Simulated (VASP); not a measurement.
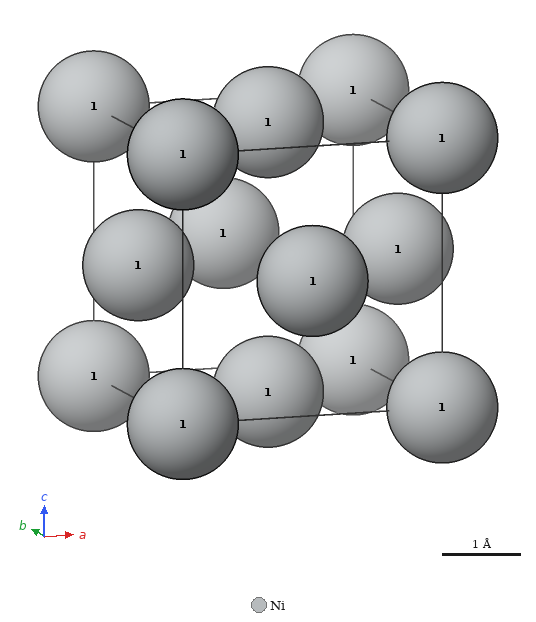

Fig. 1: The input geometry (spheres-only view of the cell 4 times as large as that of the calculation, set on its symmetry axes, seen slightly off an axis; atoms are numbered from 1 in the order of the input).

Geometry relaxation, with input and output: Ni

The run: geometry relaxation of Ni (Fm-3m, 1 atom in the cell). Method and program: Kohn-Sham DFT of a periodic cell, PBE, VASP PAW PBE potentials, recommended (VASP 6.6.1).

The structure derives from an entry of the Crystallography Open Database. The run did not end well.

INCAR:
```
ALGO = Fast ; EDIFF = 1E-7
EDIFFG = -0.002 ; ENCUT = 520
GGA = PE ; IBRION = 2
ISIF = 3 ; ISMEAR = 0
ISPIN = 2 ; LASPH = T
LCHARG = F ; LMAXMIX = 4
LORBIT = 11 ; LREAL = F
LWAVE = F ; MAGMOM = 0.8
NELM = 4 ; NSW = 80
PREC = Accurate ; SIGMA = 0.1
```

KPOINTS:
```
k-points
0
Gamma
  20 20 20
```

POSCAR:
```
Ni
1.0
    0.0000000000      1.7619350000      1.7619350000
    1.7619350000      0.0000000000      1.7619350000
    1.7619350000      1.7619350000      0.0000000000
Ni
1
Direct
    0.0000000000      0.0000000000      0.0000000000
```

Launched with:
```bash
cat potpaw_PBE.64/Ni/POTCAR > POTCAR
mpirun -np 1 vasp_std > vasp.out
```

OSZICAR:
```
N       E                     dE             d eps       ncg     rms          rms(c)
DAV:   1     0.232218851578E+02    0.23222E+02   -0.48498E+03  9376   0.143E+03
DAV:   2    -0.609059842175E+01   -0.29312E+02   -0.28335E+02  9330   0.167E+02
DAV:   3    -0.649942746546E+01   -0.40883E+00   -0.40820E+00 10698   0.264E+01
DAV:   4    -0.650338370670E+01   -0.39562E-02   -0.39558E-02 10551   0.227E+00
   1 F= -.65033837E+01 E0= -.64993059E+01  d E =-.650338E+01  mag=     0.6755
```

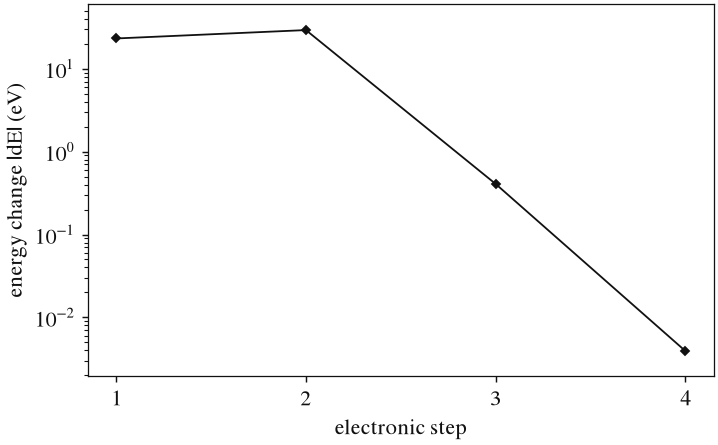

Fig. 2: Convergence of the self-consistent field: energy change |dE| against the electronic step. It takes 4 electronic steps.

Parts of OUTCAR:
```
EDIFF = 1E-7
   EDIFFG = -0.002
   ENCUT = 520
   GGA = PE
   IBRION = 2
   ISIF = 3
   ISMEAR = 0
   ISPIN = 2
   LASPH = T
   LORBIT = 11
   LREAL = F
   NELM = 4
   NSW = 80
   PREC = Accurate

 ion  position               nearest neighbor table
   1  0.000  0.000  0.000-

  LATTYP: Found a face centered cubic cell.
 ALAT       =     3.5238700000

  Lattice vectors:

 A1 = (   0.0000000000,   1.7619350000,   1.7619350000)
 A2 = (   1.7619350000,   0.0000000000,   1.7619350000)
 A3 = (   1.7619350000,   1.7619350000,   0.0000000000)

Analysis of symmetry for initial positions (statically):
=====================================================================
 Subroutine PRICEL returns:
 Original cell was already a primitive cell.

 Routine SETGRP: Setting up the symmetry group for a
 face centered cubic supercell.

 Subroutine GETGRP returns: Found 48 space group operations
 (whereof 48 operations were pure point group operations)
 out of a pool of 48 trial point group operations.

The static configuration has the point symmetry O_h .

Analysis of symmetry for dynamics (positions and initial velocities):
=====================================================================
 Subroutine PRICEL returns:
 Original cell was already a primitive cell.

 Routine SETGRP: Setting up the symmetry group for a
 face centered cubic supercell.

 Subroutine GETGRP returns: Found 48 space group operations
 (whereof 48 operations were pure point group operations)
 out of a pool of 48 trial point group operations.

The dynamic configuration has the point symmetry O_h .

Analysis of structural, dynamic, and magnetic symmetry:
=====================================================================
 Subroutine PRICEL returns:
 Original cell was already a primitive cell.

 Routine SETGRP: Setting up the symmetry group for a
 face centered cubic supercell.

 Subroutine GETGRP returns: Found 48 space group operations
 (whereof 48 operations were pure point group operations)
 out of a pool of 48 trial point group operations.

The overall configuration has the point symmetry O_h .

 Subroutine INISYM returns: Found 48 space group operations
 (whereof 48 operations are pure point group operations),
 and found     1 'primitive' translations

----------------------------------------------------------------------------------------

                                     Primitive cell

  volume of cell :      10.9396

  direct lattice vectors                    reciprocal lattice vectors
     0.000000000  1.761935000  1.761935000    -0.283778914  0.283778914  0.283778914
     1.761935000  0.000000000  1.761935000     0.283778914 -0.283778914  0.283778914
     1.761935000  1.761935000  0.000000000     0.283778914  0.283778914 -0.283778914

  length of vectors
     2.491752373  2.491752373  2.491752373     0.491519496  0.491519496  0.491519496

  position of ions in fractional coordinates (direct lattice)
     0.000000000  0.000000000  0.000000000

  ion indices of the primitive-cell ions
   primitive index   ion index
                 1           1

----------------------------------------------------------------------------------------

 KPOINTS: k-points

Automatic generation of k-mesh.
 Grid dimensions read from file:
 generate k-points for:   20   20   20

 Generating k-lattice:

  Cartesian coordinates                     Fractional coordinates (reciprocal lattice)
    -0.014188946  0.014188946  0.014188946     0.050000000  0.000000000  0.000000000
     0.014188946 -0.014188946  0.014188946     0.000000000  0.050000000  0.000000000
     0.014188946  0.014188946 -0.014188946     0.000000000  0.000000000  0.050000000

  Length of vectors
     0.024575975  0.024575975  0.024575975

  Shift w.r.t. Gamma in fractional coordinates (k-lattice)
     0.000000000  0.000000000  0.000000000

 Subroutine IBZKPT returns following result:
 ===========================================

 Found    256 irreducible k-points:

 Following reciprocal coordinates:
            Coordinates               Weight
  0.000000  0.000000  0.000000      1.000000
  0.050000  0.000000  0.000000      8.000000
  0.100000  0.000000  0.000000      8.000000
  0.150000  0.000000  0.000000      8.000000
  0.200000  0.000000  0.000000      8.000000
  0.250000  0.000000  0.000000      8.000000
  0.300000  0.000000  0.000000      8.000000
  0.350000  0.000000  0.000000      8.000000
  0.400000  0.000000  0.000000      8.000000
  0.450000  0.000000  0.000000      8.000000
  0.500000  0.000000  0.000000      4.000000
  0.050000  0.050000  0.000000      6.000000
  0.100000  0.050000  0.000000     24.000000
  0.150000  0.050000  0.000000     24.000000
  0.200000  0.050000  0.000000     24.000000
  0.250000  0.050000  0.000000     24.000000
  0.300000  0.050000  0.000000     24.000000
  0.350000  0.050000  0.000000     24.000000
  0.400000  0.050000  0.000000     24.000000
  0.450000  0.050000  0.000000     24.000000
  0.500000  0.050000  0.000000     24.000000
 -0.450000  0.050000  0.000000     24.000000
 -0.400000  0.050000  0.000000     24.000000
 -0.350000  0.050000  0.000000     24.000000
 [... further k-points ...]
   k-points           NKPTS =    256   k-points in BZ     NKDIM =    256   number of bands    NBANDS=      9
   number of dos      NEDOS =    301   number of ions     NIONS =      1
   total plane-waves  NPLWV =   8000
   dimension x,y,z NGX =    20 NGY =   20 NGZ =   20
   dimension x,y,z NGXF=    40 NGYF=   40 NGZF=   40
   ions per type =               1
   NGX,Y,Z   is equivalent  to a cutoff of  13.34, 13.34, 13.34 a.u.
   NGXF,Y,Z  is equivalent  to a cutoff of  26.69, 26.69, 26.69 a.u.
 SYSTEM =  unknown system
   PREC   = accura    normal or accurate (medium, high low for compatibility)
   ISTART =      0    job   : 0-new  1-cont  2-samecut
   ICHARG =      2    charge: 1-file 2-atom 10-const
   ISPIN  =      2    spin polarized calculation?
   LNONCOLLINEAR =      F non collinear calculations
   LSORBIT =      F    spin-orbit coupling
   LASPH  =      T    aspherical Exc in radial PAW
   ENCUT  =  520.0 eV  38.22 Ry    6.18 a.u.   4.63  4.63  4.63*2*pi/ulx,y,z
   NELM   =      4;   NELMIN=  2; NELMDL= -5     # of ELM steps
   EDIFF  = 0.1E-06   stopping-criterion for ELM
   LREAL  =      F    real-space projection
   EDIFFG = -.2E-02   stopping-criterion for IOM
   NSW    =     80    number of steps for IOM
   IBRION =      2    ionic relax: 0-MD 1-quasi-New 2-CG
   NFREE  =      1    steps in history (QN), initial steepest desc. (CG)
   ISIF   =      3    stress and relaxation
   ISYM   =      2    0-nonsym 1-usesym 2-fastsym
   POTIM  = 0.5000    time-step for ionic-motion
   TEBEG  =    0.0;   TEEND  =   0.0 temperature during run
   PSTRESS=    0.0 pullay stress
   NELECT =      10.0000    total number of electrons
   NUPDOWN=      -1.0000    fix difference up-down
   EMIN   =  10.00;   EMAX   =-10.00  energy-range for DOS
   EFERMI =   0.00;   METHOD = LEGACY
   ISMEAR =     0;   SIGMA  =   0.10  broadening in eV -4-tet -1-fermi 0-gaus
   EFERMI_NEDOS =   21; number of points for ismear=-14 and -15
   IALGO  =     68    algorithm
   IMIX   =      4    mixing-type and parameters
     AMIX     =   0.40;   BMIX     =  1.00
     AMIX_MAG =   1.60;   BMIX_MAG =  1.00
  volume/ion in A,a.u.               =      10.94        73.82
  Fermi-wavevector in a.u.,A,eV,Ry     =   1.588821  3.002436 34.345893  2.524352
  Thomas-Fermi vector in A             =   2.687765
   LORBIT       =     11    0 simple, 1 ext, 2 COOP (PROOUT), +10 PAW based schemes
   GGA     = PE    functional components
   LHFCALC =     F    Hartree Fock is set to
   AEXX    =    0.0000 exact exchange contribution
   IVDW    =     0    specifies the selected vdW correction
   LEPSILON=     F    determine dielectric tensor
   LRPA    =     F    only Hartree local field effects (RPA)
 conjugate gradient relaxation of ions
 spin polarized calculation
 RMM-DIIS sequential band-by-band and
 Gauss-broadening in eV      SIGMA  =   0.10
  energy-cutoff  :      520.00
  volume of cell :       10.94
 maximum number of plane-waves:       306
   NGX =  9   NGY =  9   NGZ =  9

 number of electron      10.0000000 magnetization       0.8000000

 Free energy of the ion-electron system (eV)
  ---------------------------------------------------
  ext. energy  EPLUGINS =         0.00000000
  ---------------------------------------------------
  free energy    TOTEN  =        -6.50338371 eV

  energy without entropy =       -6.49522809  energy(sigma->0) =       -6.49930590

 E-fermi :  11.4989     XC(G=0): -12.9294     alpha+bet :-16.3731

 val. band max:       11.4938804640   @ k =   0.4500   0.1000   0.0500
 cond. band min:      11.4991314748   @ k =   0.3500   0.1500   0.0000
 fundamental gap:      0.0052510109
 Fermi energy:        11.4988899896

 spin component 1

 k-point     1 :       0.0000    0.0000    0.0000
  band No.  band energies     occupation
      1       0.1627      1.00000
      2       8.9661      1.00000
      3       8.9661      1.00000
      4       8.9661      1.00000
      5      10.2022      1.00000
      6      10.2022      1.00000
      7      32.6891      0.00000
      8      36.6386      0.00000
      9      36.6443      0.00000

 k-point     2 :       0.0500    0.0000    0.0000
  band No.  band energies     occupation
      1       0.2609      1.00000
      2       8.9303      1.00000
      3       8.9911      1.00000
      4       8.9911      1.00000
      5      10.1898      1.00000
      6      10.1898      1.00000
      7      32.4753      0.00000
      8      35.3388      0.00000
      9      36.4654      0.00000

 k-point     3 :       0.1000    0.0000    0.0000
  band No.  band energies     occupation
      1       0.5526      1.00000
      2       8.8289      1.00000
      3       9.0580      1.00000
      4       9.0580      1.00000
      5      10.1610      1.00000
      6      10.1610      1.00000
      7      31.2736      0.00000
      8      33.9895      0.00000
      9      36.0695      0.00000

 k-point     4 :       0.1500    0.0000    0.0000
  band No.  band energies     occupation
      1       1.0293      1.00000
      2       8.6789      1.00000
      3       9.1398      1.00000
      4       9.1398      1.00000
      5      10.1431      1.00000
      6      10.1431      1.00000
      7      29.0028      0.00000
      8      33.5434      0.00000
      9      35.6247      0.00000

 k-point     5 :       0.2000    0.0000    0.0000
  band No.  band energies     occupation
      1       1.6745      1.00000
      2       8.5061      1.00000
      3       9.1912      1.00000
      4       9.1912      1.00000
      5      10.1802      1.00000
      6      10.1802      1.00000
      7      26.5231      0.00000
      8      33.2078      0.00000
      9      35.2103      0.00000

 [... the levels of 18 k-points are left out ...]

 k-point    24 :      -0.3500    0.0500    0.0000
  band No.  band energies     occupation
      1       4.5569      1.00000
      2       8.2098      1.00000
      3       8.9627      1.00000
      4       9.0282      1.00000
      5      10.6539      1.00000
      6      10.9517      1.00000
      7      19.1308      0.00000
      8      30.8530      0.00000
      9      33.3993      0.00000

 [... further k-points ...]

 spin component 2

 k-point     1 :       0.0000    0.0000    0.0000
  band No.  band energies     occupation
      1       0.5701      1.00000
      2       9.6086      1.00000
      3       9.6086      1.00000
      4       9.6086      1.00000
      5      10.8702      1.00000
      6      10.8702      1.00000
      7      33.0901      0.00000
      8      37.0490      0.00000
      9      37.0493      0.00000

 k-point     2 :       0.0500    0.0000    0.0000
  band No.  band energies     occupation
      1       0.6683      1.00000
      2       9.5714      1.00000
      3       9.6340      1.00000
      4       9.6340      1.00000
      5      10.8574      1.00000
      6      10.8574      1.00000
      7      32.8835      0.00000
      8      35.7911      0.00000
      9      36.9250      0.00000

 k-point     3 :       0.1000    0.0000    0.0000
  band No.  band energies     occupation
      1       0.9603      1.00000
      2       9.4659      1.00000
      3       9.7020      1.00000
      4       9.7020      1.00000
      5      10.8276      1.00000
      6      10.8276      1.00000
      7      31.7107      0.00000
      8      34.4172      0.00000
      9      36.4991      0.00000

 k-point     4 :       0.1500    0.0000    0.0000
  band No.  band energies     occupation
      1       1.4375      1.00000
      2       9.3091      1.00000
      3       9.7850      1.00000
      4       9.7850      1.00000
      5      10.8087      1.00000
      6      10.8087      1.00000
      7      29.4577      0.00000
      8      33.9431      0.00000
      9      36.0632      0.00000

 k-point     5 :       0.2000    0.0000    0.0000
  band No.  band energies     occupation
      1       2.0839      1.00000
      2       9.1267      1.00000
      3       9.8369      1.00000
      4       9.8369      1.00000
      5      10.8458      1.00000
      6      10.8458      1.00000
      7      26.9904      0.00000
      8      33.6050      0.00000
      9      35.6638      0.00000

 [... the levels of 18 k-points are left out ...]

 k-point    24 :      -0.3500    0.0500    0.0000
  band No.  band energies     occupation
      1       5.0024      1.00000
      2       8.7502      1.00000
      3       9.6015      1.00000
      4       9.6692      1.00000
      5      11.3280      0.99216
      6      11.6264      0.03564
      7      19.6502      0.00000
      8      31.2694      0.00000
      9      33.6485      0.00000

 [... further k-points ...]

------------------------ aborting loop EDIFF was not reached (unconverged)  ----------------------------

 total charge

# of ion       s       p       d       tot
------------------------------------------
    1        0.561   0.681   7.973   9.214

 magnetization (x)

# of ion       s       p       d       tot
------------------------------------------
    1       -0.001  -0.003   0.714   0.710

  FORCE on cell =-STRESS in cart. coord.  units (eV):
  Direction    XX          YY          ZZ          XY          YZ          ZX
  --------------------------------------------------------------------------------------
  -------------------------------------------------------------------------------------
  Total      -56.0909623    -56.0909623    -56.0909623     -0.0000000      0.0000000      0.0000000
  in kB    -8214.9292812  -8214.9292812  -8214.9292812     -0.0000000      0.0000000      0.0000000
  external PRESSURE =   -8214.9292812 kB  Pullay stress =       0.0000000 kB

 VOLUME and BASIS-vectors are now :
 -----------------------------------------------------------------------------
  energy-cutoff  :      520.00
  volume of cell :       10.94
      direct lattice vectors                 reciprocal lattice vectors
     0.000000000  1.761935000  1.761935000    -0.283778914  0.283778914  0.283778914
     1.761935000  0.000000000  1.761935000     0.283778914 -0.283778914  0.283778914
     1.761935000  1.761935000  0.000000000     0.283778914  0.283778914 -0.283778914

 POSITION                                       TOTAL-FORCE (eV/Angst)
 -----------------------------------------------------------------------------------
      0.00000      0.00000      0.00000         0.000000     -0.000000      0.000000
 -----------------------------------------------------------------------------------
    total drift:                                0.000000      0.000000      0.000000

  FREE ENERGIE OF THE ION-ELECTRON SYSTEM (eV)
  ---------------------------------------------------
  free  energy   TOTEN  =        -6.5033837067 eV

  energy  without entropy=       -6.4952280901  energy(sigma->0) =       -6.49930590
```

Outcome:

| quantity | value |
| --- | --- |
| outcome | ended with an error |
| space group (tolerance 0.01 Å) | Fm-3m (225) |
| hardware | 1 thread of Intel Xeon (Granite Rapids), 64 GiB of memory available, shared host |
| wall time | 9.7 s |

The run ended with an error.
